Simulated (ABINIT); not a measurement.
Optical-spectrum calculation of TiTe₂ (part 2 of 2)

The same run, continued: TiTe₂ (P-3m1, 3 atoms in the cell); Kohn-Sham DFT of a periodic cell, PBE, Ansatz NC PBE, no spin polarisation (ABINIT 10.8.3); cutoff 1142.88 eV, 8×8×4 k-mesh, fermi-dirac of 0.05 eV. The structure derives from an entry of the Crystallography Open Database.

## Output, continued
```
 ------------------------------------------------
 Atom  Sphere_radius  Integrated_density
    1        2.00000         11.97251156
    2        2.00000         11.97251156
    3        2.00000          9.48503525
================================================================================

 ----iterations are completed or convergence reached----

 Mean square residual over all n,k,spin=   21.354E-09; max=  86.826E-07
 reduced coordinates (array xred) for    3 atoms
       0.333333333333      0.666666666667      0.737200000000
       0.666666666667      0.333333333333      0.262800000000
       0.000000000000      0.000000000000      0.000000000000
 rms dE/dt=  3.4847E-03; max dE/dt=  7.3923E-03; dE/dt below (all hartree)
    1       0.000000000000     -0.000000000000      0.007392252045
    2      -0.000000000000      0.000000000000     -0.007392252045
    3       0.000000000000      0.000000000000      0.000000000000

 cartesian coordinates (angstrom) at end:
    1      0.00000000000000     2.18065196528550     4.79032559674307
    2      1.88849999871577     1.09032598264275     1.70767439883896
    3      0.00000000000000     0.00000000000000     0.00000000000000

 cartesian forces (hartree/bohr) at end:
    1     -0.00000000000000     0.00000000000000    -0.00060200235753
    2      0.00000000000000    -0.00000000000000     0.00060200235753
    3     -0.00000000000000    -0.00000000000000    -0.00000000000000
 frms,max,avg= 2.8378663E-04 6.0200236E-04   0.000E+00  0.000E+00  0.000E+00 h/b

 cartesian forces (eV/Angstrom) at end:
    1     -0.00000000000000     0.00000000000000    -0.03095620587103
    2      0.00000000000000    -0.00000000000000     0.03095620587103
    3     -0.00000000000000    -0.00000000000000    -0.00000000000000
 frms,max,avg= 1.4592895E-02 3.0956206E-02   0.000E+00  0.000E+00  0.000E+00 e/A
 length scales=  7.137495572700  7.137495572700 12.279440357800 bohr
              =  3.776999997432  3.776999997432  6.497999995582 angstroms
 Fermi (or HOMO) energy (hartree) =   0.22360   Average Vxc (hartree)=  -0.38184
 Eigenvalues (hartree) for nkpt=  30  k points:
 kpt#   1, nband= 27, wtk=  0.00781, kpt=  0.0000  0.0000  0.1250 (reduced coord)
  -1.88760   -1.11649   -1.11649   -1.11632   -1.11632   -1.11556   -1.11556   -1.11550
  -1.11550   -1.11518   -1.11511   -1.01484   -1.01484   -1.01382   -0.22916   -0.17839
   0.03954    0.16382    0.16382    0.21890    0.23946    0.23946    0.25471    0.26266
   0.26266    0.34001    0.34001
      occupation numbers for kpt#   1
   2.00000    2.00000    2.00000    2.00000    2.00000    2.00000    2.00000    2.00000
   2.00000    2.00000    2.00000    2.00000    2.00000    2.00000    2.00000    2.00000
   2.00000    2.00000    2.00000    1.85632    0.00036    0.00036    0.00000    0.00000
   0.00000    0.00000    0.00000
 prteigrs : prtvol=0 or 1, do not print more k-points.

--- !EnergyTerms
iteration_state     : {dtset: 1, }
comment             : Components of total free energy in Hartree
kinetic             :  1.52241415455038E+02
hartree             :  7.14383421213933E+01
xc                  : -6.36100867998998E+01
Ewald energy        : -1.59232670159950E+02
psp_core            :  6.80557914757381E+00
local_psp           : -2.15375465673882E+02
non_local_psp       : -6.96286076153888E+01
internal            : -2.77361493525115E+02
'-kT*entropy'       : -4.94590531282952E-04
total_energy        : -2.77361988115646E+02
total_energy_eV     : -7.54740418856805E+03
band_energy         : -3.12667905259083E+01
...

 Cartesian components of stress tensor (hartree/bohr^3)
  sigma(1 1)= -2.22263831E-05  sigma(3 2)=  0.00000000E+00
  sigma(2 2)= -2.22263836E-05  sigma(3 1)=  0.00000000E+00
  sigma(3 3)= -5.57650645E-05  sigma(2 1)=  0.00000000E+00

-Cartesian components of stress tensor (GPa)         [Pressure=  9.8284E-01 GPa]
- sigma(1 1)= -6.53922769E-01  sigma(3 2)=  0.00000000E+00
- sigma(2 2)= -6.53922782E-01  sigma(3 1)=  0.00000000E+00
- sigma(3 3)= -1.64066484E+00  sigma(2 1)=  0.00000000E+00

================================================================================
== DATASET  2 ==================================================================

--- !DatasetInfo
iteration_state: {dtset: 2, }
dimensions: {natom: 3, nkpt: 30, mband: 32, nsppol: 1, nspinor: 1, nspden: 1, mpw: 7069, }
cutoff_energies: {ecut:  42.0, pawecutdg:  -1.0, }
electrons: {nelect:   4.40000000E+01, charge:   0.00000000E+00, occopt:   3.00000000E+00, tsmear:   1.83746611E-03, }
meta: {optdriver: 0, ionmov: 0, optcell: 0, iscf: -3, paral_kgb: 0, }
...

 mkfilename : getden/=0, take file _DEN from output of DATASET   1.

 Exchange-correlation functional for the present dataset will be:
  GGA: Perdew-Burke-Ernzerhof functional - ixc=11
  J.P.Perdew, K.Burke, M.Ernzerhof, PRL 77, 3865 (1996)

 Real(R)+Recip(G) space primitive vectors, cartesian coordinates (Bohr,Bohr^-1):
 R(1)=  7.1374956  0.0000000  0.0000000  G(1)=  0.1401052  0.0808898  0.0000000
 R(2)= -3.5687478  6.1812525  0.0000000  G(2)=  0.0000000  0.1617795  0.0000000
 R(3)=  0.0000000  0.0000000 12.2794404  G(3)=  0.0000000  0.0000000  0.0814369
 Unit cell volume ucvol=  5.4175248E+02 bohr^3
 Angles (23,13,12)=  9.00000000E+01  9.00000000E+01  1.20000000E+02 degrees

 getcut: wavevector=  0.0000  0.0000  0.0000  ngfft=  45  45  72
         ecut(hartree)=     42.000   => boxcut(ratio)=   2.00985
--------------------------------------------------------------------------------

================================================================================

--- !BeginCycle
iteration_state: {dtset: 2, }
solver: {iscf: -3, nstep: 120, nline: 4, wfoptalg: 0, }
tolerances: {tolwfr: 1.00E-12, }
...

     iter   Etot(hartree)      deltaE(h)  residm     vres2
 Non-SCF case, kpt    1 (  0.00000  0.00000  0.12500), residuals and eigenvalues=
  9.02E-13  3.11E-13  5.24E-13  4.52E-13  1.36E-13  4.15E-13  4.27E-13  2.55E-13
  2.05E-13  3.61E-13  8.31E-13  4.69E-13  8.30E-13  5.55E-13  8.37E-13  8.64E-13
  9.65E-13  5.82E-13  6.52E-13  7.99E-13  2.95E-13  7.99E-13  5.54E-13  6.58E-13
  4.29E-13  8.71E-13  8.10E-13  8.66E-13  4.37E-13  8.22E-13  3.17E-13  1.67E-09
 -1.8876E+00 -1.1165E+00 -1.1165E+00 -1.1163E+00 -1.1163E+00 -1.1156E+00
 -1.1156E+00 -1.1155E+00 -1.1155E+00 -1.1152E+00 -1.1151E+00 -1.0148E+00
 -1.0148E+00 -1.0138E+00 -2.2916E-01 -1.7839E-01  3.9544E-02  1.6382E-01
  1.6382E-01  2.1890E-01  2.3946E-01  2.3946E-01  2.5471E-01  2.6266E-01
  2.6266E-01  3.4001E-01  3.4001E-01  4.1524E-01  4.5428E-01  5.1197E-01
  5.1197E-01  5.4566E-01
 prteigrs : prtvol=0 or 1, do not print more k-points.

--- !ResultsGS
iteration_state: {dtset: 2, }
comment   : Summary of ground state results
lattice_vectors:
- [  7.1374956,   0.0000000,   0.0000000, ]
- [ -3.5687478,   6.1812525,   0.0000000, ]
- [  0.0000000,   0.0000000,  12.2794404, ]
lattice_lengths: [   7.13750,    7.13750,   12.27944, ]
lattice_angles: [ 90.000,  90.000, 120.000, ] # degrees, (23, 13, 12)
lattice_volume:   5.4175248E+02
convergence: {deltae:  0.000E+00, res2:  0.000E+00, residm:  9.982E-13, diffor:  0.000E+00, }
etotal    :  -2.77361988E+02
entropy   :   0.00000000E+00
fermie    :   2.23604312E-01
cartesian_stress_tensor: null
pressure_GPa: null
xred      :
- [  3.3333E-01,   6.6667E-01,   7.3720E-01, Te]
- [  6.6667E-01,   3.3333E-01,   2.6280E-01, Te]
- [  0.0000E+00,   0.0000E+00,   0.0000E+00, Ti]
cartesian_forces: null
force_length_stats: {min: null, max: null, mean: null, }
...

 Integrated electronic density in atomic spheres:
 ------------------------------------------------
 Atom  Sphere_radius  Integrated_density
    1        2.00000         11.97251157
    2        2.00000         11.97251157
    3        2.00000          9.48503514
================================================================================

 ----iterations are completed or convergence reached----

 Mean square residual over all n,k,spin=   57.039E-14; max=  99.820E-14
 reduced coordinates (array xred) for    3 atoms
       0.333333333333      0.666666666667      0.737200000000
       0.666666666667      0.333333333333      0.262800000000
       0.000000000000      0.000000000000      0.000000000000

 cartesian coordinates (angstrom) at end:
    1      0.00000000000000     2.18065196528550     4.79032559674307
    2      1.88849999871577     1.09032598264275     1.70767439883896
    3      0.00000000000000     0.00000000000000     0.00000000000000
 length scales=  7.137495572700  7.137495572700 12.279440357800 bohr
              =  3.776999997432  3.776999997432  6.497999995582 angstroms
 Eigenvalues (hartree) for nkpt=  30  k points:
 kpt#   1, nband= 32, wtk=  0.00781, kpt=  0.0000  0.0000  0.1250 (reduced coord)
  -1.88760   -1.11649   -1.11649   -1.11632   -1.11632   -1.11556   -1.11556   -1.11550
  -1.11550   -1.11518   -1.11511   -1.01484   -1.01484   -1.01382   -0.22916   -0.17839
   0.03954    0.16382    0.16382    0.21890    0.23946    0.23946    0.25471    0.26266
   0.26266    0.34001    0.34001    0.41524    0.45428    0.51197    0.51197    0.54566
      occupation numbers for kpt#   1
   2.00000    2.00000    2.00000    2.00000    2.00000    2.00000    2.00000    2.00000
   2.00000    2.00000    2.00000    2.00000    2.00000    2.00000    2.00000    2.00000
   2.00000    2.00000    2.00000    1.85632    0.00036    0.00036    0.00000    0.00000
   0.00000    0.00000    0.00000    0.00000    0.00000    0.00000    0.00000    0.00000
 prteigrs : prtvol=0 or 1, do not print more k-points.

--- !EnergyTerms
iteration_state     : {dtset: 2, }
comment             : Components of total free energy in Hartree
kinetic             :  1.52241414807818E+02
hartree             :  7.14383421213933E+01
xc                  : -6.36100867998998E+01
Ewald energy        : -1.59232670159950E+02
psp_core            :  6.80557914757381E+00
local_psp           : -2.15375465673882E+02
non_local_psp       : -6.96286073254313E+01
internal            : -2.77361493882377E+02
'-kT*entropy'       : -4.94590559068157E-04
total_energy        : -2.77361988472937E+02
...

--- !EnergyTermsDC
iteration_state     : {dtset: 2, }
comment             : '"Double-counting" decomposition of free energy'
band_energy         : -3.12667905278200E+01
Ewald energy        : -1.59232670159950E+02
psp_core            :  6.80557914757381E+00
xc_dc               : -9.36676119848815E+01
internal            : -2.77361493525078E+02
'-kT*entropy'       : -4.94590559068157E-04
total_energy_dc     : -2.77361988115637E+02
...

================================================================================
== DATASET  3 ==================================================================

--- !DatasetInfo
iteration_state: {dtset: 3, }
dimensions: {natom: 3, nkpt: 30, mband: 28, nsppol: 1, nspinor: 1, nspden: 1, mpw: 7069, }
cutoff_energies: {ecut:  42.0, pawecutdg:  -1.0, }
electrons: {nelect:   4.40000000E+01, charge:   0.00000000E+00, occopt:   3.00000000E+00, tsmear:   1.83746611E-03, }
meta: {optdriver: 8, wfk_task: 7, }
...

 mkfilename : getwfk/=0, take file _WFK from output of DATASET   2.

 Exchange-correlation functional for the present dataset will be:
  GGA: Perdew-Burke-Ernzerhof functional - ixc=11
  J.P.Perdew, K.Burke, M.Ernzerhof, PRL 77, 3865 (1996)

--------------------------------------------------------------------------------

 Computation of velocity matrix elements (DDK)

 Parameters extracted from the Abinit header:
    ecut:     42.0
    nkpt:    256
    mband:   32
    nsppol:  1
    nspinor: 1
    useylm:  0
    inclvkb: 2
    bmin: 1, bmax: 32
    Computing diagonal and off-diagonal matrix elements
    Between band index bmin: 1, bmax: 32

== END DATASET(S) ==============================================================
================================================================================

 -outvars: echo values of variables after computation  --------
            acell      7.1374955727E+00  7.1374955727E+00  1.2279440358E+01 Bohr
           etotal1    -2.7736198812E+02
           etotal2    -2.7736198812E+02
           etotal3     0.0000000000E+00
            fcart1    -3.5210327152E-28  2.0328691859E-28 -6.0200235753E-04
                       4.0240373888E-28 -5.8081976740E-29  6.0200235753E-04
                      -5.0300467360E-29 -1.4520494185E-28 -0.0000000000E+00
            fcart3     0.0000000000E+00  0.0000000000E+00  0.0000000000E+00
                       0.0000000000E+00  0.0000000000E+00  0.0000000000E+00
                       0.0000000000E+00  0.0000000000E+00  0.0000000000E+00
            rprim      1.0000000000E+00  0.0000000000E+00  0.0000000000E+00
                      -5.0000000000E-01  8.6602540380E-01  0.0000000000E+00
                       0.0000000000E+00  0.0000000000E+00  1.0000000000E+00
           strten1    -2.2226383141E-05 -2.2226383592E-05 -5.5765064514E-05
                       0.0000000000E+00  0.0000000000E+00  0.0000000000E+00
           strten3     0.0000000000E+00  0.0000000000E+00  0.0000000000E+00
                       0.0000000000E+00  0.0000000000E+00  0.0000000000E+00
           xangst      5.9117966234E-17  2.1806519653E+00  4.7903255967E+00
                       1.8884999987E+00  1.0903259826E+00  1.7076743988E+00
                       0.0000000000E+00  0.0000000000E+00  0.0000000000E+00
             xred      3.3333333333E-01  6.6666666667E-01  7.3720000000E-01
                       6.6666666667E-01  3.3333333333E-01  2.6280000000E-01
                       0.0000000000E+00  0.0000000000E+00  0.0000000000E+00
 Calculation completed.
```

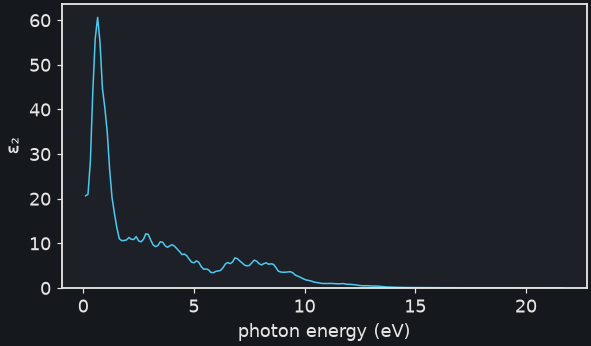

*Imaginary part of the dielectric function (first component that the program prints).*

The highest peak, 60.6, lies at 0.65 eV.

The run was set up as follows.

## Input
```
# Datasets
ndtset 3

# Pseudopotentials
pp_dirpath "./"
pseudos "Te.upf, Ti.upf"

# Structure
acell 7.1374955727 7.1374955727 12.2794403578
rprim
     1.0000000000     0.0000000000     0.0000000000
    -0.5000000000     0.8660254038     0.0000000000
     0.0000000000     0.0000000000     1.0000000000
ntypat 2
znucl 52 22
natom 3
typat 1 1 2
xred
            1/3            2/3   0.7372000000
            2/3            1/3   0.2628000000
            0.0            0.0            0.0

# Plane-wave basis
ecut 42.0

# k points
ngkpt 8 8 4
nshiftk 1
shiftk 0.0 0.0 0.5
istwfk *1

# Exchange and correlation
ixc 11

# Bands and occupations
occopt 3
tsmear 0.05 eV

# SCF cycle
nstep 80

# Output
iomode 3
prteig 0
prtebands 0

# Dataset 1: ground state
nband1 27
tolvrs1 1.0e-12
prtden1 1
prtwf1 0
kptopt1 1

# Dataset 2: empty bands at fixed density
iscf2 -3
getden2 1
nband2 32
nbdbuf2 4
tolwfr2 1.0e-12
nstep2 120
prtden2 0
kptopt2 1

# Dataset 3: wave functions and velocity matrix elements in the full zone
optdriver3 8
wfk_task3 "wfk_optics_fullbz"
getwfk3 2
nband3 28
kptopt3 1
prtevk3 1
inclvkb3 2
```

## File optic.abi
```
&FILES
 ddkfile_1 = 'runo_DS3_1_EVK.nc',
 ddkfile_2 = 'runo_DS3_2_EVK.nc',
 ddkfile_3 = 'runo_DS3_3_EVK.nc',
 wfkfile = 'runo_DS3_WFK.nc'
/
&PARAMETERS
 broadening = 0.005512,
 domega = 0.002,
 maxomega = 0.8,
 scissor = 0.000000,
 tolerance = 0.002
/
&COMPUTATIONS
 num_lin_comp = 2,
 lin_comp = 11,33,
 num_nonlin_comp = 0
/
```

Run as:
```bash
abinit run.abi > log 2>&1
optic optic.abi > optic.log 2>&1
```

## Key numbers

```tsv
quantity	value
outcome	converged
space group (tolerance 0.01 Å)	P-3m1 (164)
electrons treated	44
free energy	−7547.4042 eV
Fermi energy of the self-consistent step	6.085 eV
pressure	0.98 GPa
largest force (length of the vector)	0.031 eV/Å
hardware	1 thread of Arm Neoverse V2, 24 GiB of memory available, shared host
wall time	20 min
peak memory	0.98 GiB
```

## Notes

Points of doubt noted for this run: no intraband term.
